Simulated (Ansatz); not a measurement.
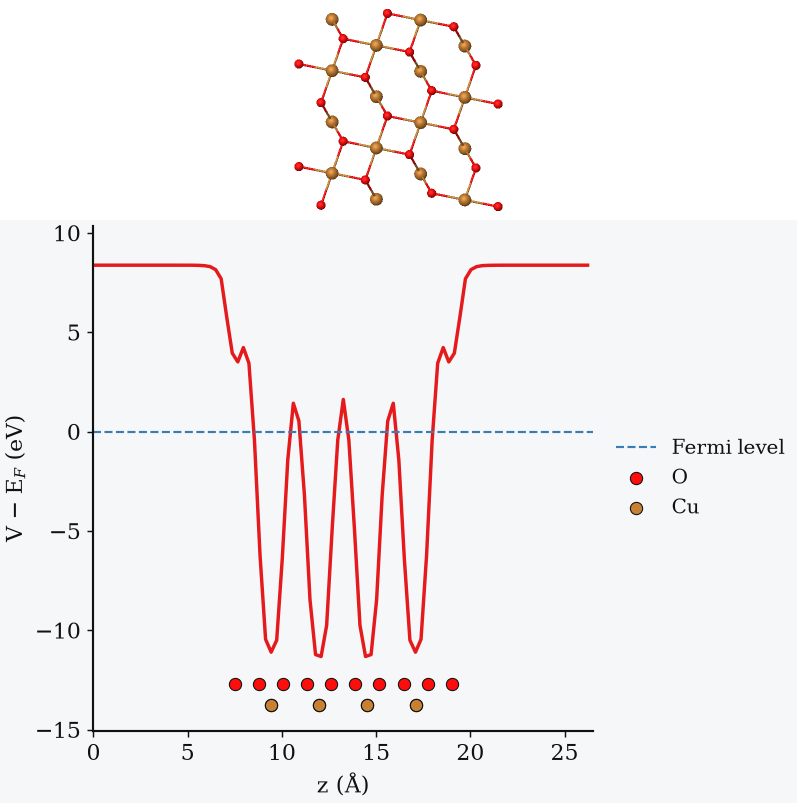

Plane-averaged electrostatic potential energy of an electron across the slab; circles at the bottom mark the heights of the atoms. The structure is drawn too.

The material is a (011) slab cut from CuO (C2/c), unrelaxed, of composition Cu4O5 (not the bulk's), ended by O planes, 18 atoms in the cell.

Computed with Ansatz 0.2.0: DFT PBE, scalar-relativistic, plane waves, PAW, no spin polarisation, 12×6×1 k mesh, 420 eV cutoff, Gaussian smearing of 0.1 eV.

> Read off the work function of each face.

The work function is 8.38 eV, the same on both faces. The two vacuum levels agree, so the slab has no net dipole along its normal.

> How thick are slab and vacuum?

The outermost atoms are 11.5 Å apart, which leaves 15.0 Å of vacuum in a cell 26.5 Å high.

The atoms aren't at rest in this cell (largest force 2.5 eV/Å), so the relaxed material can differ.
